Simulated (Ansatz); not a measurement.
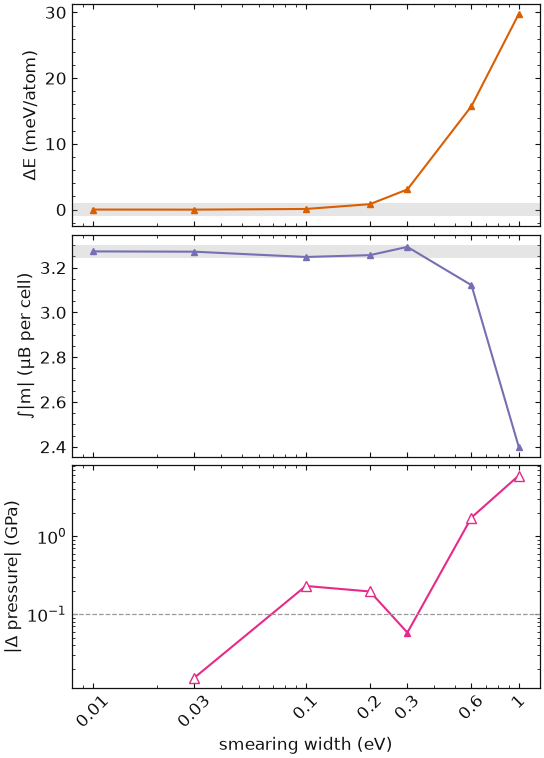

One cell, run at 7 values of the smearing width.
The run: Co (P6_3/mmc, 2 atoms in the cell), by Ansatz 0.2.0, DFT, LDA (PW92), plane waves (420 eV) with PAW, scalar-relativistic; 15×15×8 k-mesh, collinear spins, Methfessel–Paxton smearing.
ΔE is the free energy less its value at the smallest setting, 0.01 eV.
Dashed lines or grey bands mark the tolerance: 1 meV/atom, 0.03 μB per cell and 0.1 GPa.
On logarithmic panels, open markers lie below the reference value and filled ones above.

Question: From which setting is the free energy converged to 1 meV/atom?

Answer: The free energy is within 1 meV/atom of the smallest setting's value from 0.2 eV down. It is off by +30 meV/atom at 1 eV, +16 meV/atom at 0.6 eV and +3.1 meV/atom at 0.3 eV.

Question: How does the absolute moment ∫|m| behave (tolerance 0.03 μB per cell)?

Answer: The absolute moment ∫|m| is within 0.03 μB per cell of the smallest setting's value from 0.3 eV down. It is 2.40 μB per cell at 1 eV, 3.12 μB per cell at 0.6 eV and 3.27 μB per cell at 0.01 eV.

Question: How does the pressure behave (tolerance 0.1 GPa)?

Answer: The pressure is within 0.1 GPa of the smallest setting's value from 0.03 eV down. The agreement at 0.3 eV is by chance. It is off by 6 GPa at 1 eV, 0.058 GPa at 0.3 eV and 0.23 GPa at 0.1 eV (on both sides of it).
